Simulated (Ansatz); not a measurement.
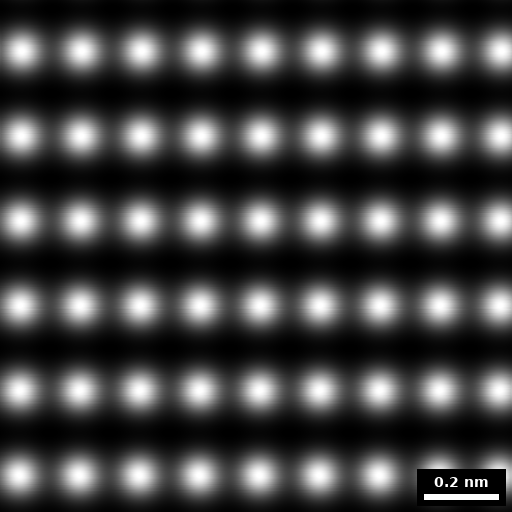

An image along [110] of one of the structures below (computed or model cells, partly hypothetical, each in its standard cell). Simulated as the projected potential of neutral atoms (B = 0.3 Å²) blurred by a 0.68 Å probe, the thin-sample limit of integrated differential phase contrast. A slight drift was added.

A. Ti
Space group Fm-3m (No. 225). a = 4.112 Å, b = 4.112 Å, c = 4.112 Å, α = 90.00°, β = 90.00°, γ = 90.00°
```tsv
atom	site	symmetry	x	y	z
Ti	4a	m-3m	0.0000	0.0000	0.0000
```

B. Ti
Space group Im-3m (No. 229). a = 3.281 Å, b = 3.281 Å, c = 3.281 Å, α = 90.00°, β = 90.00°, γ = 90.00°
```
atom  site  symmetry       x       y       z
  Ti    2a      m-3m  0.0000  0.0000  0.0000
```

C. Ti
Space group P6_3/mmc (No. 194). a = 2.941 Å, b = 2.941 Å, c = 4.649 Å, α = 90.00°, β = 90.00°, γ = 120.00°
```tsv
atom	site	symmetry	x	y	z
Ti	2d	-6m2	0.3333	0.6667	0.7500
```

D. Cu
Space group Fm-3m (No. 225). a = 3.629 Å, b = 3.629 Å, c = 3.629 Å, α = 90.00°, β = 90.00°, γ = 90.00°
| atom | site | symmetry | x | y | z |
| --- | --- | --- | --- | --- | --- |
| Cu | 4a | m-3m | 0.0000 | 0.0000 | 0.0000 |

Question: Which of them gives this image?

Answer: B, Ti. Along [110] the projected cells are A 2.52 × 2.52 Å, 109°; B 1.64 × 2.32 Å, 90°; C 2.55 × 4.65 Å, 90°; D 2.22 × 2.22 Å, 109°. The image repeats as B does.

Structure B: the geometry given to an electronic-structure calculation, possibly off equilibrium; the starting structure was generated, so it need not be a known form of this composition.
